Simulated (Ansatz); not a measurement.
**Single-point calculation of Nb**

- system: Nb (Im-3m, 2 atoms in the cell)
- method: DFT, PBEsol, all-electron LAPW, scalar-relativistic, no spin polarisation (Ansatz 0.2.0)

It belongs to a series of runs on one base structure; here: bulk in the slab's orientation, LAPW. Figures and captions count atoms from 1; the log counts them from 0 in places.

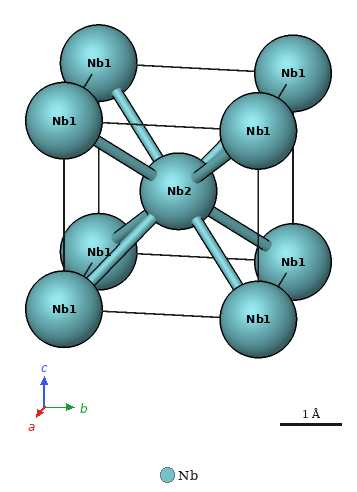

*The input geometry (ball-and-stick view of the cell of the calculation, seen at an oblique angle; atoms are numbered from 1 in the order of the input). An atom can appear more than once, as a periodic image.*

Near neighbours in the periodic cell (some may lie outside the picture): Nb has 8 Nb at 2.83 Å.

## Key numbers

```tsv
quantity	value
outcome	converged
space group (tolerance 0.01 Å)	Im-3m (229)
electrons in bands (core shells apart)	58
free energy	−207777.8193 eV
Fermi energy	20.407 eV
pressure	0.05 GPa
largest force (length of the vector)	under 0.001 eV/Å
hardware	2 threads of Arm Neoverse V1, 24 GiB of memory available, shared host
wall time	7.3 s (CPU time 14 s)
peak memory	0.3 GiB
```

## Input
```yaml
crystal:
  lattice:
    - [3.2726221427, 0.0, 0.0]
    - [0.0, 3.2726221427, 0.0]
    - [0.0, 0.0, 3.2726221427]
  atoms:
    - { symbol: Nb, position: [0.0, 0.0, 0.0] }
    - { symbol: Nb, position: [0.5, 0.5, 0.5] }
kpoints:
  mp_grid: { grid: [11, 11, 11] }
scf:
  occupations: { method: fermi_dirac, width: 0.05 }
hamiltonian:
  xc: pbesol
  pseudopotentials: { kind: all_electron, lapw: { basis_error: 0.001 } }
output:
  forces: true
  stress: true
  eigenvalues: true
```

Command:
```bash
ansatz run input.yaml --threads 2 --pin off --max-ram 4096MiB --backend cpu --events-out ev --progress --plain --runs-dir out
```

## Log
```
LAPW: plane waves up to 7.678 Å⁻¹, error target 1.0e-3 eV per atom; small_component_spin mean_spin; Nb in spheres of 1.417 Å, 29 of its electrons in bands, Dirac shells [] (how accurate: hamiltonian.pseudopotentials.lapw.basis_error, Limitations)
Engine: ansatz 0.2.0, aarch64-unknown-linux-gnu
Pseudopotentials: kind: all_electron
Pseudopotential: Nb, LAPW, valence charge 29, lapw/all_electron/scalar/gaussian/Nb, Koelling and Harmon's equation, gaussian nucleus
Functional definition: PBEsol
  exchange = pbesol_x
  correlation = pbesol_c
Crystal: 2 atoms, lattice volume = 35.050 Å³
Basis set: ecut = 224.59135455966734 eV, 251 PW (Γ), exchange–correlation at level 2
Bands: 35, of which v1, the nominal top of the filled ones, is band 29 counted from 1 (28 counted from 0)
Symmetry: 96 space group operations
Space group: Im-3m (ITA 229), of the structure as read, at distance tolerance 3.3e-5 Å
k-points: 56 of 1331
Non-local potential: Nb, projectors of the file, none
Initial density: superposition of atomic densities (chi_scale 0.1, normalization cell)
Initial wavefunctions: plane waves of lowest kinetic energy (no species holds an atomic orbital)
Functional: x = pbesol(κ = 0.804, μ = 0.12345679012345678), c = pbesol(β = 0.046)
iter 1 solved again at ethr=7.68e-4 eV; its pass at ethr=1.00e-1 eV (dr2=4.46e-1 eV) is discarded
SCF iter   1: F=—  HF=-207778.754054 eV  |F-HF|=—  |Δ(HF+E_count)|=         —  Δρ=4.31e-2  dr2=4.47e-1  ethr=7.68e-4  ⟨swp⟩=2.3  Hψ=11934  notcnv=0
preconditioner: auto → Kerker (q_TF=auto, 2.967 Å⁻¹)  [metal: Δε(μ)=0.014 eV  Ē_g=5.597 eV  σ=0.050 eV  W_gap=0.07  n_scr=18 (ndim 8)  ℏωp=19.8 eV  f_vac=0.000  D(μ)=2.64/eV (n_scr^D=26)]
SCF iter   2: F=—  HF=-207777.867365 eV  |F-HF|=—  |Δ(HF+E_count)|=   8.87e-1  Δρ=1.94e-2  dr2=1.06e-1  ethr=7.68e-4  ⟨swp⟩=2.0  Hψ=6218  notcnv=0
SCF iter   3: F=—  HF=-207777.820635 eV  |F-HF|=—  |Δ(HF+E_count)|=         —  Δρ=1.03e-2  dr2=3.56e-2  ethr=1.82e-4  ⟨swp⟩=2.0  Hψ=5821  notcnv=0  defer=1
the basis was enlarged: its passes take 176.6 KiB over the memory plan, 2 of 2 planned eigensolver slots
SCF iter   4: F=—  HF=-207777.818700 eV  |F-HF|=—  |Δ(HF+E_count)|=   1.94e-3  Δρ=4.12e-3  dr2=6.98e-3  ethr=6.13e-5  ⟨swp⟩=2.0  Hψ=5719  notcnv=0
iter 5 solved again at ethr=7.75e-7 eV; its pass at ethr=1.20e-5 eV (dr2=4.49e-4 eV) is discarded
SCF iter   5: F=—  HF=-207777.819332 eV  |F-HF|=—  |Δ(HF+E_count)|=   6.32e-4  Δρ=1.09e-3  dr2=4.49e-4  ethr=7.75e-7  ⟨swp⟩=2.0  Hψ=9907  notcnv=0
SCF iter   6: F=—  HF=-207777.819320 eV  |F-HF|=—  |Δ(HF+E_count)|=   1.18e-5  Δρ=2.33e-4  dr2=1.05e-5  ethr=7.74e-7  ⟨swp⟩=2.0  Hψ=5906  notcnv=0
SCF iter   7: F=-207777.819320 eV  HF=-207777.819320 eV  |F-HF|=3.90e-8  |Δ(HF+E_count)|=   2.38e-7  Δρ=1.95e-5  dr2=5.32e-8  ethr=1.81e-8  ⟨swp⟩=2.0  Hψ=5906  notcnv=0
SCF 1 converged in 7 iterations: F = -207777.819320 eV  dr2 = 5.32e-8
```

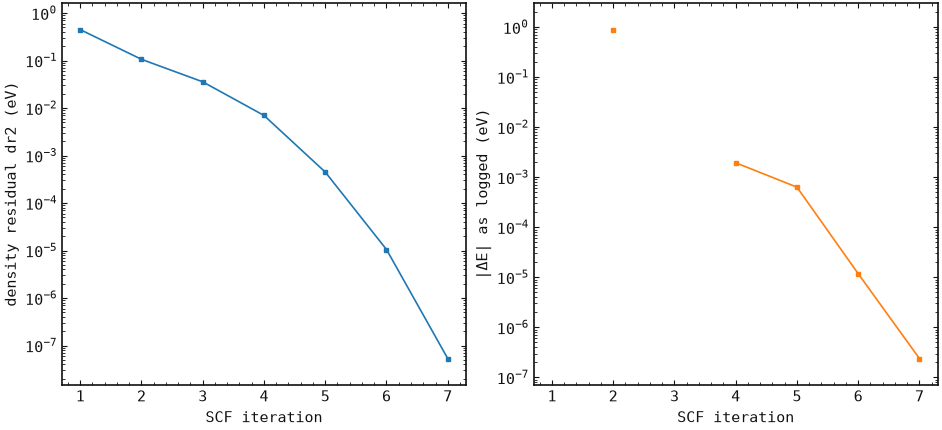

*Convergence of the self-consistent field: density residual dr2 and size of the energy change against the SCF iteration.*

The residual falls at every step.

```
SCF converged after 7 iterations
Free energy (F): -207777.819320 eV
Harris-Foulkes:  -207777.819320 eV  (|F-HF|=3.90e-8)
Internal energy: -207777.792208 eV  (E = F + TS)
E sigma→0 (E₀):  -207777.805764 eV
Entropy (-TS):   -0.027113 eV (-13.556 meV/atom)
Fermi energy:    20.406903 eV
--- Per-component energies (eV) ---
  E_band       = -7353.173059
  E_kinetic    = 214945.815188
  E_xc         = -6365.648191
  E_electrostatic = -416357.959205  (all electrons and nuclei)
  E_smearing   = -0.027113  (= −TS)
  E_closure    = 0.000000  (closes the sum)
  E_atoms      = -207756.008578  (free atoms, spherical and without spin; not in F)
  Σ components = -207777.819320   (vs F -207777.819320, Δ=0.00e0)
  Basis errors (estimates in eV, not in F): energy 2.3e-4 per atom: plane waves 1.9e-4 (1.0e-4 summed), levels above the bands 2.1e-46, relativity 1.9e-8, radial functions 4.4e-5, core shells 1.6e-7; eigenvalues (radial functions only) 1.2e-6; not estimated: angular momenta, meshes, grids; target (lapw.basis_error) 1.0e-3; muffin-tin radii Nb 1.417 Å
--- Forces (eV/Å), atoms counted from 1 ---
  atom   1  Nb    -0.00000000    -0.00000000    -0.00000000
  atom   2  Nb    -0.00000000     0.00000000    -0.00000000
  max |Σ_I F_I| component: 1.33e-30 eV/Å
--- Stress (GPa, compression-positive) ---
        0.046067       0.000000       0.000000
        0.000000       0.046067      -0.000000
        0.000000      -0.000000       0.046067
  P = ⅓ Tr σ = 0.0461 GPa (0.461 kbar)
--- Band table (eV; the first three rows and the last of 56) ---
  k-point 0: bands = ["-321.6136", "-321.6136", "-321.6136", "-321.6136", "-321.6136", "-321.6136", "-171.4795", "-171.4795", "-171.4795", "-171.4795", "-171.4636", "-171.4636", "-171.4636", "-171.4636", "-171.4636", "-171.4636", "-33.7841", "-33.3131", "-10.0673", "-10.0673", "-10.0673", "-9.0509", "-9.0509", "-9.0509", "14.4393", "16.5233", "16.5233", "20.7798", "20.7798", "20.7798", "23.7822", "23.7822", "26.2554", "26.2554", "26.2554"]
  k-point 1: bands = ["-321.6136", "-321.6136", "-321.6136", "-321.6136", "-321.6136", "-321.6136", "-171.4795", "-171.4795", "-171.4795", "-171.4795", "-171.4636", "-171.4636", "-171.4636", "-171.4636", "-171.4636", "-171.4636", "-33.7732", "-33.3211", "-10.0701", "-10.0462", "-10.0462", "-9.0970", "-9.0708", "-9.0708", "14.6165", "16.6173", "16.6787", "20.7599", "20.7599", "20.8591", "23.5055", "23.8747", "25.6100", "25.6100", "26.0852"]
  k-point 2: bands = ["-321.6136", "-321.6136", "-321.6136", "-321.6136", "-321.6136", "-321.6136", "-171.4795", "-171.4795", "-171.4795", "-171.4795", "-171.4636", "-171.4636", "-171.4636", "-171.4636", "-171.4636", "-171.4636", "-33.7416", "-33.3448", "-10.0726", "-9.9847", "-9.9847", "-9.2241", "-9.1289", "-9.1289", "15.1234", "16.8981", "17.1036", "20.7264", "20.7264", "21.0949", "22.7775", "24.1364", "24.4553", "24.4553", "25.6155"]
  k-point 55: bands = ["-321.6136", "-321.6136", "-321.6136", "-321.6136", "-321.6136", "-321.6136", "-171.4795", "-171.4795", "-171.4795", "-171.4795", "-171.4636", "-171.4636", "-171.4636", "-171.4636", "-171.4636", "-171.4636", "-33.4858", "-33.4845", "-10.0100", "-9.9118", "-9.9118", "-9.7026", "-9.7026", "-9.6001", "18.8159", "19.0994", "19.0994", "19.5300", "19.5300", "19.6434", "24.6462", "24.6462", "24.6487", "24.6487", "30.2335"]
```
